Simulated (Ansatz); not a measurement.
AlNi: geometry relaxation (part 3 of 3)

Continued. System: AlNi (P6₃/mmc, 4 atoms in the cell). Method: DFT, PBE, PAW with Ansatz's default frozen-core files, scalar-relativistic, no spin polarisation (Ansatz 0.2.0); cutoff 420 eV, 11×11×7 k-mesh, Fermi–Dirac smearing of 0.1 eV. Its volume is 0.72 times that of the source entry. It belongs to a series of runs on one base structure; here: shape and atoms relaxed at 0.72 of the volume.

Geometry of the input (Å; fractional positions):
```
3.2409  0.0000  0.0000
-1.6205  2.8067  0.0000
0.0000  0.0000  4.5037
Ni 0.0000  0.0000  0.0000
Ni 0.0000  0.0000  0.5000
Al 0.3333  0.6667  0.2500
Al 0.6667  0.3333  0.7500
```

### Trajectory as extended XYZ, continued
```
4
Lattice="3.1290 0.0000 0.0000 -1.5645 2.7098 0.0000 0.0000 0.0000 4.8316" Properties=species:S:1:pos:R:3:forces:R:3 step=4 energy=-12752.90338 pressure_GPa=76.09
Ni    0.0000    0.0000    0.0000    0.0000   0.0000   0.0000
Ni    0.0000    0.0000    2.4158    0.0000   0.0000   0.0000
Al    0.0000    1.8065    1.2079    0.0000   0.0000   0.0000
Al    1.5645    0.9033    3.6237    0.0000   0.0000   0.0000
4
Lattice="3.1018 0.0000 0.0000 -1.5509 2.6862 0.0000 0.0000 0.0000 4.9168" Properties=species:S:1:pos:R:3:forces:R:3 step=5 energy=-12752.90680 pressure_GPa=75.17
Ni    0.0000    0.0000    0.0000    0.0000   0.0000   0.0000
Ni    0.0000    0.0000    2.4584    0.0000   0.0000   0.0000
Al    0.0000    1.7908    1.2292    0.0000   0.0000   0.0000
Al    1.5509    0.8954    3.6876    0.0000   0.0000   0.0000
4
Lattice="3.0766 0.0000 0.0000 -1.5383 2.6644 0.0000 0.0000 0.0000 4.9976" Properties=species:S:1:pos:R:3:forces:R:3 step=6 energy=-12752.91035 pressure_GPa=74.31
Ni    0.0000    0.0000    0.0000    0.0000   0.0000   0.0000
Ni    0.0000    0.0000    2.4988    0.0000   0.0000   0.0000
Al    0.0000    1.7763    1.2494    0.0000   0.0000   0.0000
Al    1.5383    0.8881    3.7482    0.0000   0.0000   0.0000
4
Lattice="3.0268 0.0000 0.0000 -1.5134 2.6213 0.0000 0.0000 0.0000 5.1635" Properties=species:S:1:pos:R:3:forces:R:3 step=7 energy=-12752.93271 pressure_GPa=72.43
Ni    0.0000    0.0000    0.0000    0.0000   0.0000   0.0000
Ni    0.0000    0.0000    2.5817    0.0000   0.0000   0.0000
Al    0.0000    1.7475    1.2909    0.0000   0.0000   0.0000
Al    1.5134    0.8738    3.8726    0.0000   0.0000   0.0000
4
Lattice="2.9581 0.0000 0.0000 -1.4791 2.5618 0.0000 0.0000 0.0000 5.4059" Properties=species:S:1:pos:R:3:forces:R:3 step=8 energy=-12753.02210 pressure_GPa=68.50
Ni    0.0000    0.0000    0.0000    0.0000   0.0000   0.0000
Ni    0.0000    0.0000    2.7029    0.0000   0.0000   0.0000
Al    0.0000    1.7079    1.3515    0.0000   0.0000   0.0000
Al    1.4791    0.8539    4.0544    0.0000   0.0000   0.0000
4
Lattice="2.8944 0.0000 0.0000 -1.4472 2.5066 0.0000 0.0000 0.0000 5.6466" Properties=species:S:1:pos:R:3:forces:R:3 step=9 energy=-12753.14073 pressure_GPa=63.22
Ni    0.0000    0.0000    0.0000    0.0000   0.0000   0.0000
Ni    0.0000    0.0000    2.8233    0.0000   0.0000   0.0000
Al    0.0000    1.6711    1.4117    0.0000   0.0000   0.0000
Al    1.4472    0.8355    4.2350    0.0000   0.0000   0.0000
4
Lattice="2.8336 0.0000 0.0000 -1.4168 2.4540 0.0000 0.0000 0.0000 5.8915" Properties=species:S:1:pos:R:3:forces:R:3 step=10 energy=-12753.25183 pressure_GPa=55.59
Ni    0.0000    0.0000    0.0000    0.0000   0.0000   0.0000
Ni    0.0000    0.0000    2.9457    0.0000   0.0000   0.0000
Al    0.0000    1.6360    1.4729    0.0000   0.0000   0.0000
Al    1.4168    0.8180    4.4186    0.0000   0.0000   0.0000
4
Lattice="2.7756 0.0000 0.0000 -1.3878 2.4038 0.0000 0.0000 0.0000 6.1402" Properties=species:S:1:pos:R:3:forces:R:3 step=11 energy=-12753.26930 pressure_GPa=45.31
Ni    0.0000    0.0000    0.0000    0.0000   0.0000   0.0000
Ni    0.0000    0.0000    3.0701    0.0000   0.0000   0.0000
Al    0.0000    1.6025    1.5351    0.0000   0.0000   0.0000
Al    1.3878    0.8013    4.6052    0.0000   0.0000   0.0000
4
Lattice="2.7936 0.0000 0.0000 -1.3968 2.4194 0.0000 0.0000 0.0000 6.0612" Properties=species:S:1:pos:R:3:forces:R:3 step=12 energy=-12753.27917 pressure_GPa=48.88
Ni    0.0000    0.0000    0.0000    0.0000   0.0000   0.0000
Ni    0.0000    0.0000    3.0306    0.0000   0.0000   0.0000
Al    0.0000    1.6129    1.5153    0.0000   0.0000   0.0000
Al    1.3968    0.8065    4.5459    0.0000   0.0000   0.0000
4
Lattice="2.7960 0.0000 0.0000 -1.3980 2.4214 0.0000 0.0000 0.0000 6.0511" Properties=species:S:1:pos:R:3:forces:R:3 step=13 energy=-12753.27931 pressure_GPa=49.32
Ni    0.0000    0.0000    0.0000    0.0000   0.0000   0.0000
Ni    0.0000    0.0000    3.0255    0.0000   0.0000   0.0000
Al    0.0000    1.6143    1.5128    0.0000   0.0000   0.0000
Al    1.3980    0.8071    4.5383    0.0000   0.0000   0.0000
4
Lattice="2.7960 0.0000 0.0000 -1.3980 2.4214 0.0000 0.0000 0.0000 6.0511" Properties=species:S:1:pos:R:3:forces:R:3 step=14 energy=-12753.81269 pressure_GPa=62.13
Ni    0.0000    0.0000    0.0000    0.0000   0.0000   0.0000
Ni    0.0000    0.0000    3.0255    0.0000   0.0000   0.0000
Al    0.0000    1.6143    1.5128    0.0000   0.0000   0.0000
Al    1.3980    0.8071    4.5383    0.0000   0.0000   0.0000
4
Lattice="2.7383 0.0000 0.0000 -1.3692 2.3714 0.0000 0.0000 0.0000 6.3087" Properties=species:S:1:pos:R:3:forces:R:3 step=15 energy=-12754.19855 pressure_GPa=58.22
Ni    0.0000    0.0000    0.0000    0.0000   0.0000   0.0000
Ni    0.0000    0.0000    3.1543    0.0000   0.0000   0.0000
Al    0.0000    1.5810    1.5772    0.0000   0.0000   0.0000
Al    1.3692    0.7905    4.7315    0.0000   0.0000   0.0000
4
Lattice="2.6846 0.0000 0.0000 -1.3423 2.3250 0.0000 0.0000 0.0000 6.5634" Properties=species:S:1:pos:R:3:forces:R:3 step=16 energy=-12754.57523 pressure_GPa=54.22
Ni    0.0000    0.0000    0.0000    0.0000   0.0000   0.0000
Ni    0.0000    0.0000    3.2817    0.0000   0.0000   0.0000
Al    0.0000    1.5500    1.6409    0.0000   0.0000   0.0000
Al    1.3423    0.7750    4.9226    0.0000   0.0000   0.0000
4
Lattice="2.6334 0.0000 0.0000 -1.3167 2.2806 0.0000 0.0000 0.0000 6.8215" Properties=species:S:1:pos:R:3:forces:R:3 step=17 energy=-12754.89520 pressure_GPa=50.30
Ni    0.0000    0.0000    0.0000    0.0000   0.0000   0.0000
Ni    0.0000    0.0000    3.4108    0.0000   0.0000   0.0000
Al    0.0000    1.5204    1.7054    0.0000   0.0000   0.0000
Al    1.3167    0.7602    5.1161    0.0000   0.0000   0.0000
4
Lattice="2.5831 0.0000 0.0000 -1.2916 2.2371 0.0000 0.0000 0.0000 7.0894" Properties=species:S:1:pos:R:3:forces:R:3 step=18 energy=-12755.07692 pressure_GPa=46.70
Ni    0.0000    0.0000    0.0000    0.0000   0.0000   0.0000
Ni    0.0000    0.0000    3.5447    0.0000   0.0000   0.0000
Al    0.0000    1.4914    1.7723    0.0000   0.0000   0.0000
Al    1.2916    0.7457    5.3170    0.0000   0.0000   0.0000
4
Lattice="2.5671 0.0000 0.0000 -1.2836 2.2232 0.0000 0.0000 0.0000 7.1780" Properties=species:S:1:pos:R:3:forces:R:3 step=19 energy=-12755.09533 pressure_GPa=45.62
Ni    0.0000    0.0000    0.0000    0.0000   0.0000   0.0000
Ni    0.0000    0.0000    3.5890    0.0000   0.0000   0.0000
Al    0.0000    1.4821    1.7945    0.0000   0.0000   0.0000
Al    1.2836    0.7411    5.3835    0.0000   0.0000   0.0000
4
Lattice="2.5615 0.0000 0.0000 -1.2808 2.2183 0.0000 0.0000 0.0000 7.2096" Properties=species:S:1:pos:R:3:forces:R:3 step=20 energy=-12755.09665 pressure_GPa=45.25
Ni    0.0000    0.0000    0.0000    0.0000   0.0000   0.0000
Ni    0.0000    0.0000    3.6048    0.0000   0.0000   0.0000
Al    0.0000    1.4789    1.8024    0.0000   0.0000   0.0000
Al    1.2808    0.7394    5.4072    0.0000   0.0000   0.0000
4
Lattice="2.5615 0.0000 0.0000 -1.2808 2.2183 0.0000 0.0000 0.0000 7.2096" Properties=species:S:1:pos:R:3:forces:R:3 step=21 energy=-12755.15232 pressure_GPa=47.18
Ni    0.0000    0.0000    0.0000    0.0000   0.0000   0.0000
Ni    0.0000    0.0000    3.6048    0.0000   0.0000   0.0000
Al    0.0000    1.4789    1.8024    0.0000   0.0000   0.0000
Al    1.2808    0.7394    5.4072    0.0000   0.0000   0.0000
4
Lattice="2.5503 0.0000 0.0000 -1.2751 2.2086 0.0000 0.0000 0.0000 7.2732" Properties=species:S:1:pos:R:3:forces:R:3 step=22 energy=-12755.15870 pressure_GPa=46.80
Ni    0.0000    0.0000    0.0000    0.0000   0.0000   0.0000
Ni    0.0000    0.0000    3.6366    0.0000   0.0000   0.0000
Al    0.0000    1.4724    1.8183    0.0000   0.0000   0.0000
Al    1.2751    0.7362    5.4549    0.0000   0.0000   0.0000
4
Lattice="2.5484 0.0000 0.0000 -1.2742 2.2070 0.0000 0.0000 0.0000 7.2838" Properties=species:S:1:pos:R:3:forces:R:3 step=23 energy=-12755.15882 pressure_GPa=46.74
Ni    0.0000    0.0000    0.0000    0.0000   0.0000   0.0000
Ni    0.0000    0.0000    3.6419    0.0000   0.0000   0.0000
Al    0.0000    1.4713    1.8209    0.0000   0.0000   0.0000
Al    1.2742    0.7357    5.4628    0.0000   0.0000   0.0000
4
Lattice="2.5484 0.0000 0.0000 -1.2742 2.2070 0.0000 0.0000 0.0000 7.2838" Properties=species:S:1:pos:R:3:forces:R:3 step=24 energy=-12755.15887 pressure_GPa=46.74
Ni    0.0000    0.0000    0.0000    0.0000   0.0000   0.0000
Ni    0.0000    0.0000    3.6419    0.0000   0.0000   0.0000
Al    0.0000    1.4713    1.8209    0.0000   0.0000   0.0000
Al    1.2742    0.7357    5.4628    0.0000   0.0000   0.0000
```

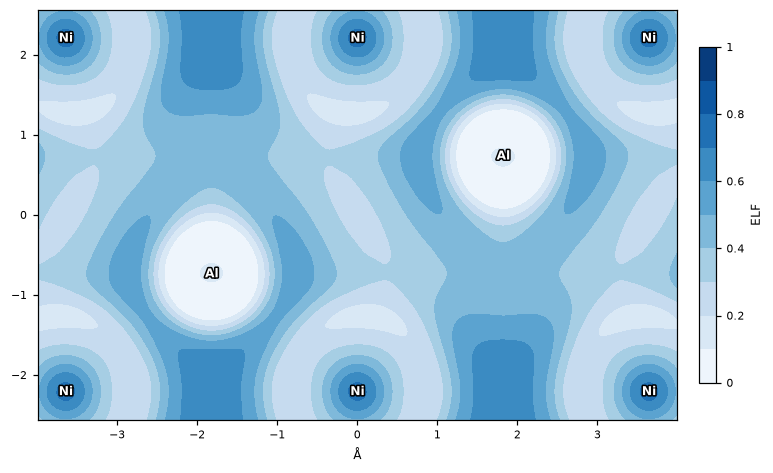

Figure 1. ELF on the (110) plane of the conventional cell. Al–Ni (2.34 Å): the ELF is about 0.40 at the midpoint, which marks nearly free electrons, as in a simple metal. The strong features right at Ni lie inside the PAW spheres (semicore, d or f shells) and say nothing about bonding. In a PAW calculation such maps are meaningful between the atoms, not at the nuclei.

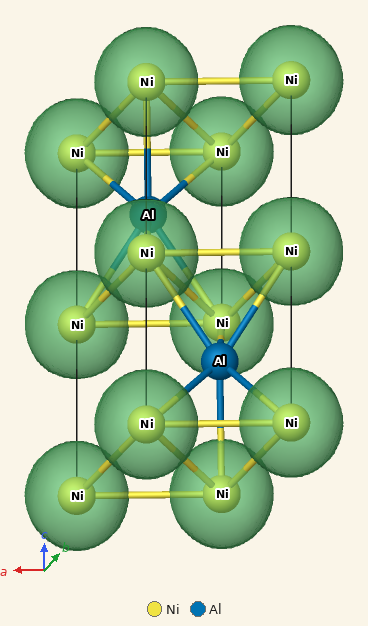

Figure 2. Isosurface of the valence electron density at 0.6 e/Å³ (green), seen at an oblique angle. Sticks mark near contacts. The outline is the cell set on symmetry axes. At this value the density breaks into separate islands; it holds about 75 % of the electrons treated as valence (semicore included). It is pinched off along the Al–Ni (2.34 Å), Al–Al (2.55 Å) and Ni–Ni (2.55 Å) contacts. On the grid the lowest density along these lines, outside the cores, is 0.33 e/Å³ (Al–Ni, 2.34 Å), 0.27 e/Å³ (Al–Al, 2.55 Å) and 0.32 e/Å³ (Ni–Ni, 2.55 Å).

### Key numbers

```csv
quantity,value
outcome,converged
space group (tolerance 0.01 Å),P6₃/mmc (194)
electrons treated,42
free energy,−12755.1589 eV
Fermi energy,16.730 eV
pressure,46.74 GPa
final volume,40.97 Å³
largest force (length of the vector) at the end,under 0.001 eV/Å
final cell,"a = 2.548 Å, b = 2.548 Å, c = 7.284 Å, α = 90.00°, β = 90.00°, γ = 120.00°"
wall time,1.7 min
peak memory,0.4 GiB
```

The run has no spin polarisation, so a magnetic state may lie lower. The cell is under a pressure of 47 GPa at this level, so it is not at its equilibrium volume.
